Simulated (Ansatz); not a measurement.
# CuH2: one crystal by all-electron and frozen-core methods, part 2 of 2

Does the method matter for CuH2? The same cell, functional and mesh are run with full-potential LAPW, PAW on the default files and datasets made for this crystal. The cell is first relaxed from a guess with PAW; it needn't be the stable phase of this composition.

Ansatz 0.2.0; DFT PBE; a cell built from a prototype (CdI2 type), not taken from measurement. «Crystal datasets» are all-electron PAW datasets made for this crystal. Earlier steps stand in the parts before.

### Step 3. Full-potential LAPW

The input, input.yaml:

```yaml
crystal:
  lattice:
    - [2.5576488808, 0.0, 0.0]
    - [-1.2788244404, 2.2149889047, 0.0]
    - [0.0, 0.0, 4.8725133106]
  atoms:
    - { symbol: Cu, position: [0.0, 0.0, 0.0] }
    - { symbol: H, position: [0.3333333333, 0.6666666667, 0.1996021845] }
    - { symbol: H, position: [0.6666666667, 0.3333333333, 0.8003978155] }
kpoints:
  mp_grid: { grid: [14, 14, 8] }
  band_path:
    path:
      - [0.0, 0.0, 0.0]
      - [0.5, 0.0, 0.0]
      - [0.3333333333, 0.3333333333, 0.0]
      - [0.0, 0.0, 0.0]
      - [0.0, 0.0, 0.5]
      - [0.5, 0.0, 0.5]
      - [0.3333333333, 0.3333333333, 0.5]
      - [0.0, 0.0, 0.5]
      - [0.5, 0.0, 0.5]
    npoints: 14
scf:
  occupations: { method: fermi_dirac, width: 0.05 }
hamiltonian:
  xc: pbe
  pseudopotentials: { kind: all_electron, lapw: { basis_error: 0.001 } }
output:
  forces: true
  stress: true
  eigenvalues: true
  populations: true
  dos: { projected: true, de: 0.2, e_range: [-14, 8] }
```

The run is started by

```console
ansatz run input.yaml --threads 1 --pin off --max-ram 3072MiB --backend cpu --events-out ev --progress --plain --runs-dir out
```

The log of the run:

```text
Cu: projections on atomic orbitals take those of the free atom 1s2 2s2 2p6 3s2 3p6 3d10 4s1, of charge +0.00 (hamiltonian.pseudopotentials.projection_atoms)
H: projections on atomic orbitals take those of the free atom 1s1, of charge +0.00 (hamiltonian.pseudopotentials.projection_atoms)
LAPW: plane waves up to 9.629 Å⁻¹, error target 1.0e-3 eV per atom; small_component_spin mean_spin; H in spheres of 0.586 Å, 1 of its electrons in bands, Dirac shells []; Cu in spheres of 1.182 Å, 19 of its electrons in bands, Dirac shells []
Engine: ansatz 0.2.0
Pseudopotentials: kind: all_electron
Pseudopotential: Cu, LAPW, valence charge 19, Koelling and Harmon's equation, gaussian nucleus
Pseudopotential: H, LAPW, valence charge 1, Koelling and Harmon's equation, gaussian nucleus
Functional definition: PBE
  parameter kappa = 0.804
  parameter beta = 0.06672455060314922
  exchange = pbe_x(kappa = kappa, mu = beta*pi^2/3)
  correlation = pbe_c(beta = beta)
Crystal: 3 atoms, lattice volume = 27.604 Å³
Basis set: ecut = 353.2730584273332 eV, 411 PW (Γ), exchange–correlation at level 2
Bands: 15, of which v1, the nominal top of the filled ones, is band 11 counted from 1 (10 counted from 0)
Symmetry: 12 space group operations
Space group: P-3m1 (ITA 164), of the structure as read, at distance tolerance 3.0e-5 Å
k-points: 168 of 1568
Non-local potential: Cu, projectors of the file, none
Non-local potential: H, projectors of the file, none
Initial density: superposition of atomic densities (chi_scale 0.1, normalization cell, long waves kept (reshape's long-wave potential 0.00 eV rms))
Initial wavefunctions: plane waves of lowest kinetic energy (no species holds an atomic orbital)
Functional: x = pbe(κ = 0.804, μ = 0.2195149727645171), c = pbe(β = 0.06672455060314922)
iter 1 solved again at ethr=9.05e-3 eV; its pass at ethr=1.00e-1 eV (dr2=1.90e0 eV) is discarded
SCF iter   1: F=—  HF=-45067.005996 eV  |F-HF|=—  |Δ(HF+E_count)|=         —  Δρ=8.79e-2  dr2=1.90e0  ethr=9.05e-3  ⟨swp⟩=2.0  Hψ=17335  notcnv=0
preconditioner: auto → LDOS  [metal: Δε(μ)=0.038 eV  Ē_g=11.078 eV  σ=0.050 eV  W_gap=0.18  n_scr=4 (ndim 8)  ℏωp=25.5 eV  f_vac=0.218  D(μ)=0.58/eV (n_scr^D=2)  β→1.0]
iter 2 solved again at ethr=6.14e-4 eV; its pass at ethr=9.05e-3 eV (dr2=1.29e-1 eV) is discarded
SCF iter   2: F=—  HF=-45066.636136 eV  |F-HF|=—  |Δ(HF+E_count)|=   3.70e-1  Δρ=2.48e-2  dr2=1.29e-1  ethr=6.14e-4  ⟨swp⟩=2.0  Hψ=13063  notcnv=0  defer=1
SCF iter   3: F=—  HF=-45065.101572 eV  |F-HF|=—  |Δ(HF+E_count)|=    1.53e0  Δρ=9.75e-3  dr2=1.73e-2  ethr=6.14e-4  ⟨swp⟩=3.0  Hψ=9005  notcnv=0
SCF iter   4: F=—  HF=-45065.109828 eV  |F-HF|=—  |Δ(HF+E_count)|=         —  Δρ=3.13e-3  dr2=1.83e-3  ethr=8.22e-5  ⟨swp⟩=2.0  Hψ=7225  notcnv=0
the basis was enlarged: its passes take 205.4 KiB over the memory plan, 1 of 1 planned eigensolver slots
SCF iter   5: F=—  HF=-45065.110653 eV  |F-HF|=—  |Δ(HF+E_count)|=   8.25e-4  Δρ=3.36e-4  dr2=1.40e-5  ethr=8.71e-6  ⟨swp⟩=2.5  Hψ=6623  notcnv=0
SCF iter   6: F=—  HF=-45065.110676 eV  |F-HF|=—  |Δ(HF+E_count)|=   2.31e-5  Δρ=2.92e-5  dr2=1.23e-7  ethr=6.68e-8  ⟨swp⟩=2.9  Hψ=6790  notcnv=0
SCF iter   7: F=-45065.110676 eV  HF=-45065.110676 eV  |F-HF|=1.11e-8  |Δ(HF+E_count)|=   1.45e-7  Δρ=6.50e-6  dr2=5.83e-9  ethr=5.86e-10  ⟨swp⟩=3.0  Hψ=6911  notcnv=0
SCF 1 converged in 7 iterations: F = -45065.110676 eV  dr2 = 5.83e-9
NSCF: frozen V_eff on 113 k-points
SCF converged after 7 iterations
Free energy (F): -45065.110676 eV
Harris-Foulkes:  -45065.110676 eV  (|F-HF|=1.11e-8)
Internal energy: -45065.107081 eV  (E = F + TS)
E sigma→0 (E₀):  -45065.108879 eV
Entropy (-TS):   -0.003596 eV (-1.199 meV/atom)
Fermi energy:    6.459136 eV
--- Per-component energies (eV) ---
  E_band       = -578.355249
  E_kinetic    = 45837.850255
  E_xc         = -1858.712615
  E_electrostatic = -89044.244721  (all electrons and nuclei)
  E_smearing   = -0.003596  (= −TS)
  E_closure    = 0.000000  (closes the sum)
  E_atoms      = -45055.508950  (free atoms, spherical and without spin; not in F)
  Σ components = -45065.110676   (vs F -45065.110676, Δ=0.00e0)
  Basis errors (estimates in eV, not in F): energy 4.7e-4 per atom: plane waves 4.4e-4 (2.8e-4 summed), levels above the bands 6.5e-94, relativity 1.3e-8, radial functions 3.4e-5, core shells 2.3e-10; eigenvalues (radial functions only) 1.0e-5; not estimated: angular momenta, meshes, grids; target (lapw.basis_error) 1.0e-3; muffin-tin radii H 0.586 Å, Cu 1.182 Å
--- Forces (eV/Å), atoms counted from 1 ---
  atom   1  Cu     0.00000000     0.00000000     0.00000000
  atom   2  H     -0.00000000    -0.00000000     0.00098704
  atom   3  H     -0.00000000     0.00000000    -0.00098704
  max |Σ_I F_I| component: 1.39e-17 eV/Å
--- Stress (GPa, compression-positive) ---
        0.010236       0.000000      -0.000000
        0.000000       0.010236       0.000000
       -0.000000       0.000000       0.016445
  P = ⅓ Tr σ = 0.0123 GPa (0.123 kbar)
--- Band table (eV; the first three rows and the last of 168) ---
  k-point 0: bands = ["-107.3851", "-64.7539", "-64.7539", "-64.6594", "-4.4114", "1.1818", "1.8991", "2.2309", "2.2309", "3.1647", "3.1647", "9.9160", "21.1526", "21.4529", "25.4925"]
  k-point 1: bands = ["-107.3851", "-64.7539", "-64.7539", "-64.6594", "-4.3863", "1.0218", "1.9604", "2.2310", "2.2310", "3.1647", "3.1647", "10.2254", "19.9854", "22.0039", "25.2684"]
  k-point 2: bands = ["-107.3851", "-64.7539", "-64.7539", "-64.6594", "-4.3231", "0.7034", "2.0478", "2.2310", "2.2310", "3.1645", "3.1645", "11.0855", "18.2214", "22.3331", "24.9400"]
  k-point 167: bands = ["-107.3747", "-64.8181", "-64.8057", "-64.6478", "0.1408", "0.4423", "2.0455", "2.3481", "3.0102", "5.8399", "6.8363", "11.0919", "12.6064", "13.1923", "14.5021"]
--- Löwdin populations: 3 sites ---
  site symbol       q [e]
     0     Cu     28.2200
     1      H      1.3094
     2      H      1.3094
  spilling = 0.005199 (of n_electrons = 31.000000)
```

It took 31 s on 1 thread of Arm Neoverse V2, shared host.

Result: pressure 0.01 GPa; no gap.

Levels at the path's labelled points, in eV from the Fermi level:

```tsv
point	band 8	band 9	band 10	band 11	band 12	band 13	band 14
Γ	-4.23	-4.23	-3.29	-3.29	3.46	14.69	14.99
M	-3.57	-3.55	-2.88	0.65	4.90	5.09	9.33
K	-4.25	-3.47	-0.16	-0.16	4.12	7.78	7.78
Γ	-4.23	-4.23	-3.29	-3.29	3.46	14.69	14.99
A	-4.23	-4.23	-3.29	-3.29	6.78	8.79	16.13
L	-3.57	-3.50	-2.88	0.76	3.73	4.38	12.54
H	-4.26	-3.45	-0.06	-0.06	4.56	6.74	6.74
A	-4.23	-4.23	-3.29	-3.29	6.78	8.79	16.13
L	-3.57	-3.50	-2.88	0.76	3.73	4.38	12.54
```

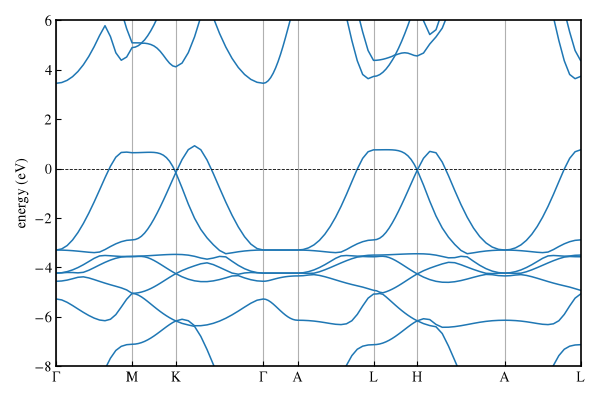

Bands along the path, counted from its Fermi level.

States per cell in windows of 1 eV (zero at the Fermi level; grid of 0.20 eV, so sharp peaks spill over the borders):

```tsv
from	to	total	Cu 3d	H 1s	Cu 4s
-10	-9	0.26	0.01	0.12	0.12
-9	-8	0.30	0.02	0.15	0.12
-8	-7	0.60	0.21	0.26	0.12
-7	-6	1.60	0.91	0.61	0.06
-6	-5	1.09	0.45	0.58	0.03
-5	-4	2.41	2.27	0.12	0.01
-4	-3	4.50	4.43	0.03	0.03
-3	-2	1.12	0.92	0.17	0.02
-2	-1	0.53	0.26	0.24	0.01
-1	0	0.41	0.14	0.24	0.00
0	1	1.04	0.30	0.60	0.10
1	2	0.00	0.00	0.00	0.00
2	3	0.00	0.00	0.00	0.00
3	4	0.06	0.00	0.00	0.01
4	5	0.82	0.01	0.08	0.30
```

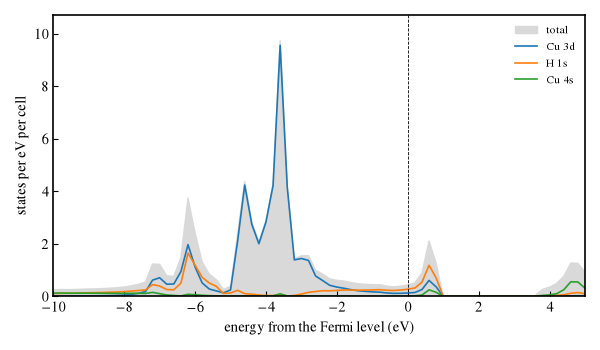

Density of states, total and projected.

### Step 4. PAW on the default files

input.yaml: that of step 3 with these lines changed.

```diff
@@ -27,3 +27,3 @@
   xc: pbe
-  pseudopotentials: { kind: all_electron, lapw: { basis_error: 0.001 } }
+  pseudopotentials: { kind: paw }
 output:
@@ -32,3 +32,9 @@
   eigenvalues: true
+  efg: { contact_densities: true }
   populations: true
+  bader: true
   dos: { projected: true, de: 0.2, e_range: [-14, 8] }
+  write_density: true
+  write_potential: true
+  elf: true
+  volumetric_format: npy
```

The run is started by

```console
ansatz run input.yaml --threads 1 --pin off --max-ram 3072MiB --backend cpu --events-out ev --progress --plain --runs-dir out
```

The log of the run:

```text
Engine: ansatz 0.2.0
Pseudopotentials: kind: paw
Pseudopotential: Cu, paw, valence charge 19, recommended cutoff 420 eV (normal)
Pseudopotential: H, paw, valence charge 1, recommended cutoff 420 eV (normal)
Functional definition: PBE
  parameter kappa = 0.804
  parameter beta = 0.06672455060314922
  exchange = pbe_x(kappa = kappa, mu = beta*pi^2/3)
  correlation = pbe_c(beta = beta)
Crystal: 3 atoms, lattice volume = 27.604 Å³
Basis set: ecut = 420 eV, 527 PW (Γ), exchange–correlation on 36×36×72 points (8 copies of the dense FFT grid, shifted against one another)
Bands: 15, of which v1, the nominal top of the filled ones, is band 11 counted from 1 (10 counted from 0)
Symmetry: 12 space group operations
Space group: P-3m1 (ITA 164), of the structure as read, at distance tolerance 3.0e-5 Å
k-points: 168 of 1568
Non-local potential: Cu, projectors of the file, l = 0: 3, l = 1: 2, l = 2: 3, l = 3: 1
Non-local potential: H, projectors of the file, l = 0: 2, l = 1: 1
PAW form: soft (Blöchl's): semilocal exchange-correlation on the pseudo side does not see the compensation charge
PAW one-centre angular grid: Cu, 590 points (default); XC on 64 Gauss nodes
PAW one-centre angular grid: H, 110 points (default); XC on 64 Gauss nodes
Initial density: superposition of atomic densities (neutral atoms: chi_scale 0, normalization atom), corrected by the library's trained network
Initial wavefunctions: pseudopotential atomic-orbital guess
Functional: x = pbe(κ = 0.804, μ = 0.2195149727645171), c = pbe(β = 0.06672455060314922)
SCF iter   1: F=—  HF=-6655.994758 eV  |F-HF|=—  |Δ(HF+E_count)|=         —  Δρ=7.93e-3  dr2=1.58e-2  ethr=1.77e-3  ⟨swp⟩=5.3  Hψ=11855  notcnv=0
preconditioner: auto → LDOS  [metal: Δε(μ)=0.081 eV  Ē_g=12.459 eV  σ=0.050 eV  W_gap=0.37  n_scr=4 (ndim 8)  ℏωp=25.5 eV  f_vac=0.273  D(μ)=0.43/eV (n_scr^D=2)  β→1.0]
SCF iter   2: F=—  HF=-6655.990474 eV  |F-HF|=—  |Δ(HF+E_count)|=   4.28e-3  Δρ=5.64e-3  dr2=4.92e-3  ethr=7.50e-5  ⟨swp⟩=2.1  Hψ=5591  notcnv=0
SCF iter   3: F=—  HF=-6655.990348 eV  |F-HF|=—  |Δ(HF+E_count)|=   1.26e-4  Δρ=5.13e-3  dr2=4.07e-3  ethr=2.35e-5  ⟨swp⟩=2.0  Hψ=4878  notcnv=0
SCF iter   4: F=—  HF=-6655.989446 eV  |F-HF|=—  |Δ(HF+E_count)|=   9.02e-4  Δρ=2.23e-3  dr2=8.01e-4  ethr=1.94e-5  ⟨swp⟩=2.3  Hψ=3457  notcnv=0
SCF iter   5: F=—  HF=-6655.989241 eV  |F-HF|=—  |Δ(HF+E_count)|=   2.04e-4  Δρ=5.12e-4  dr2=4.14e-5  ethr=3.82e-6  ⟨swp⟩=2.3  Hψ=3335  notcnv=0
SCF iter   6: F=—  HF=-6655.989229 eV  |F-HF|=—  |Δ(HF+E_count)|=   1.27e-5  Δρ=3.50e-5  dr2=2.07e-7  ethr=1.97e-7  ⟨swp⟩=2.0  Hψ=3399  notcnv=0
SCF iter   7: F=-6655.989228 eV  HF=-6655.989228 eV  |F-HF|=6.30e-10  |Δ(HF+E_count)|=   3.53e-8  Δρ=2.71e-6  dr2=1.58e-9  ethr=4.76e-10  ⟨swp⟩=9.6  Hψ=17922  notcnv=0
SCF 1 converged in 7 iterations: F = -6655.989228 eV  dr2 = 1.58e-9
NSCF: frozen V_eff on 113 k-points
SCF converged after 7 iterations
Free energy (F): -6655.989228 eV
Harris-Foulkes:  -6655.989228 eV  (|F-HF|=6.30e-10)
Internal energy: -6655.985632 eV  (E = F + TS)
E sigma→0 (E₀):  -6655.987430 eV
Entropy (-TS):   -0.003596 eV (-1.199 meV/atom)
Fermi energy:    6.533076 eV
--- Per-component energies (eV) ---
  E_band       = -576.874533
  E_kinetic    = 324.479586
  E_local      = -6554.128272  (includes V_loc(G=0)·N_el)
  E_nonlocal   = 390.465962
  E_hartree    = 2924.437297
  E_xc         = -107.108702
  E_vxc        = -138.290843  (∫ρ·V_xc dr)
  E_paw        = -1661.310770  (= ΣΔE_a)
  E_vpaw       = -448.271451  (= ΣTr[D̂ρ^β])
  E_aug_tail   = -0.001902  (compensation charges beyond the density's cutoff)
  E_ewald      = -1972.818831
  E_smearing   = -0.003596  (= −TS)
  E_closure    = -0.000000  (closes the sum)
  Σ components = -6655.989228   (vs F -6655.989228, Δ=0.00e0)
--- Forces (eV/Å), atoms counted from 1 ---
  atom   1  Cu     0.00000000     0.00000000     0.00000000
  atom   2  H      0.00000000    -0.00000000     0.00000514
  atom   3  H      0.00000000     0.00000000    -0.00000514
  max |Σ_I F_I| component: 0.00e0 eV/Å
--- Stress (GPa, compression-positive) ---
       -0.001245      -0.000000      -0.000000
       -0.000000      -0.001245      -0.000000
       -0.000000       0.000000       0.006058
  P = ⅓ Tr σ = 0.0012 GPa (0.012 kbar)
--- PAW observables at the nuclei: V_zz in 10²¹ V/m², potentials from the cell's mean, atoms counted from 1 ---
  atom   1  Cu V_zz =    -1.249170   η = 0.0000   by run symmetry: allowed
            electrostatic potential = -3750.464443 V   contact ρ = 147554.305408 e/Å³
  atom   2  H  V_zz =    -0.070483   η = 0.0000   by run symmetry: allowed
            electrostatic potential = -39.030776 V   contact ρ = 2.608956 e/Å³
  atom   3  H  V_zz =    -0.070483   η = 0.0000   by run symmetry: allowed
            electrostatic potential = -39.030776 V   contact ρ = 2.608956 e/Å³
--- Band table (eV; the first three rows and the last of 168) ---
  k-point 0: bands = ["-107.3162", "-64.6880", "-64.6880", "-64.5782", "-4.3432", "1.2557", "1.9747", "2.2938", "2.2938", "3.2371", "3.2371", "9.9903", "21.2302", "21.5068", "25.5415"]
  k-point 1: bands = ["-107.3162", "-64.6880", "-64.6880", "-64.5782", "-4.3180", "1.0956", "2.0360", "2.2938", "2.2938", "3.2370", "3.2370", "10.2997", "20.0550", "22.0670", "25.3177"]
  k-point 2: bands = ["-107.3163", "-64.6880", "-64.6880", "-64.5783", "-4.2551", "0.7767", "2.1233", "2.2938", "2.2938", "3.2368", "3.2368", "11.1597", "18.2906", "22.3961", "24.9890"]
  k-point 167: bands = ["-107.3060", "-64.7523", "-64.7398", "-64.5666", "0.2112", "0.5121", "2.1155", "2.4185", "3.0864", "5.9100", "6.9084", "11.1652", "12.6796", "13.2657", "14.5735"]
--- Löwdin populations: 3 sites ---
  site symbol       q [e]
     0     Cu     18.2402
     1      H      1.2986
     2      H      1.2986
  spilling = 0.007743 (of n_electrons = 21.000000)
--- Bader charges: 3 sites ---
  site symbol  charge [e]  shift [e]
     0     Cu      0.4784     0.0004
     1      H     -0.2392     0.0002
     2      H     -0.2392     0.0002
  estimated error of the sums over rays = 2.0e-4 e
```

Run time: 24 s. Hardware: 1 thread of Arm Neoverse V2, shared host.

In short: pressure 0.00 GPa; no gap; Vzz Cu1 -1.25 (η = 0.00), H2 -0.07 (η = 0.00) (10²¹ V/m²).

```tsv
atom	Bader charge (e)	basin volume (Å³)
Cu1	+0.48	12.19
H2	-0.24	7.71
```

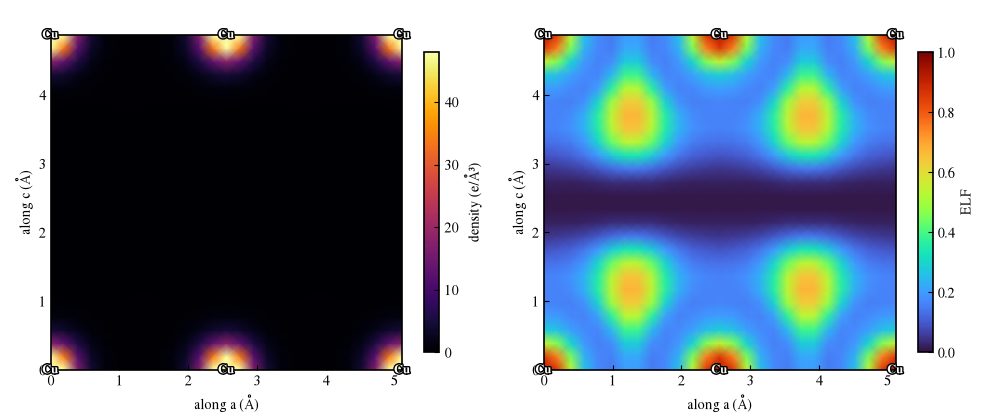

Density (left) and ELF (right) in a lattice plane of the grid's cell (edges 2.56 and 4.87 Å, at 0.000 of the third edge), which holds Cu. Only atoms in the plane are labelled; the density scale stops at 47.91 e/Å³. Both are smooth fields of the valence electrons: close to the nuclei they are not physical.

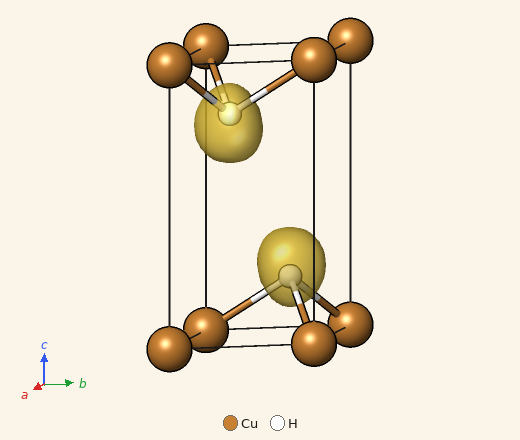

Surface of ELF = 0.85, drawn in one cell.

Maxima of ELF outside the ion cores: 1.00 at H.

### Step 5. Datasets made for this crystal

input.yaml: that of step 4 with these lines changed.

```diff
@@ -22,3 +22,3 @@
       - [0.5, 0.0, 0.5]
-    npoints: 14
+    npoints: 8
 scf:
@@ -27,3 +27,3 @@
   xc: pbe
-  pseudopotentials: { kind: paw }
+  pseudopotentials: { kind: all_electron, datasets: crystal }
 output:
@@ -33,8 +33 @@
   efg: { contact_densities: true }
-  populations: true
-  bader: true
-  dos: { projected: true, de: 0.2, e_range: [-14, 8] }
-  write_density: true
-  write_potential: true
-  elf: true
-  volumetric_format: npy
```

The run is started by

```console
ansatz run input.yaml --threads 1 --pin off --max-ram 3072MiB --backend cpu --events-out ev --progress --plain --runs-dir out
```

The log of the run, cut to the lines that bear on the results:

```text
[...]
Pseudopotentials: kind: all_electron
Pseudopotential: Cu, paw, valence charge 19, recommended cutoff 400 eV (normal), Koelling and Harmon's equation, gaussian nucleus
Pseudopotential: H, paw, valence charge 1, recommended cutoff 400 eV (normal), Koelling and Harmon's equation, gaussian nucleus
Functional definition: PBE
[...]
Crystal: 3 atoms, lattice volume = 27.604 Å³
Basis set: ecut = 400 eV, 489 PW (Γ), exchange–correlation on 36×36×64 points (8 copies of the dense FFT grid, shifted against one another)
Bands: 11, of which v1, the nominal top of the filled ones, is band 7 counted from 1 (6 counted from 0)
Symmetry: 12 space group operations
Space group: P-3m1 (ITA 164), of the structure as read, at distance tolerance 3.0e-5 Å
k-points: 168 of 1568
[...]
--- Stress (GPa, compression-positive) ---
        0.010388       0.000000      -0.000000
       -0.000000       0.010388       0.000000
       -0.000000       0.000000       0.019500
  P = ⅓ Tr σ = 0.0134 GPa (0.134 kbar)
  It holds what live shells' own plane waves past their cutoff add
--- PAW observables at the nuclei: V_zz in 10²¹ V/m², potentials from the cell's mean, atoms counted from 1 ---
  atom   1  Cu V_zz =    -1.331749   η = 0.0000   by run symmetry: allowed
            electrostatic potential = -3750.323423 V   contact ρ = 147626.039792 e/Å³
  atom   2  H  V_zz =    -0.064568   η = 0.0000   by run symmetry: allowed
            electrostatic potential = -39.058935 V   contact ρ = 2.614121 e/Å³
  atom   3  H  V_zz =    -0.064568   η = 0.0000   by run symmetry: allowed
            electrostatic potential = -39.058935 V   contact ρ = 2.614121 e/Å³
--- Band table (eV; the first three rows and the last of 168) ---
  k-point 0: bands = ["-4.4115", "1.1816", "1.8990", "2.2310", "2.2310", "3.1647", "3.1647", "9.9162", "21.1523"]
[...]
```

It took 20 s on 1 thread of Arm Neoverse V2, shared host.

In short: pressure 0.01 GPa; no gap; Vzz Cu1 -1.33 (η = 0.00), H2 -0.06 (η = 0.00) (10²¹ V/m²).

```tsv
atom	contact density (e/Å³)
Cu1	147626
H2	2.614121
```

### Step 6. Side by side

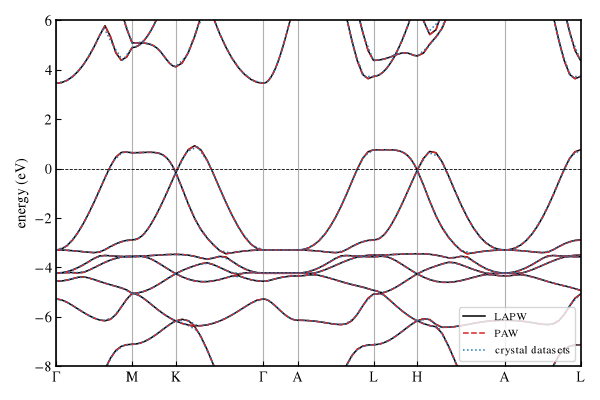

Bands of 3 runs (LAPW; PAW; crystal datasets) drawn together, counted from each run's Fermi level.

| method | pressure (GPa) | Vzz Cu1 (10²¹ V/m²) | Vzz H2 (10²¹ V/m²) | SCF cycles, all passes |
| --- | --- | --- | --- | --- |
| LAPW | 0.01 | – | – | 7 |
| PAW | 0.00 | -1.25 | -0.07 | 7 |
| crystal datasets | 0.01 | -1.33 | -0.06 | 8 |

### Step 7. Results

This closing draws on all 2 parts.

```
           quantity                                           value
           pressure  LAPW 0.01, PAW 0.00, crystal datasets 0.01 GPa
         gap (LAPW)                                            none
Bader charges (PAW)                           Cu1 +0.48, H2 -0.24 e
  highest ELF (PAW)                             1.00, 0.00 Å from H
```

The pressure is within half a GPa of zero, so the volume is close to equilibrium at this level. With 21 electrons in the bands of a cell, and no spin, a band must be partly filled: it is a metal at this level. H 1s carries the largest share, 66 %, of the projected states within 0.3 eV of the Fermi level. The projection holds only the free atom's occupied shells (Cu 4s, Cu 3d, H 1s in this range). The field gradient at Cu1, the largest by crystal datasets, is -1.25 by PAW and -1.33 by crystal datasets (10²¹ V/m²); frozen cores can miss part of the core's response. In pressure, PAW differs from LAPW by -0.01 GPa.
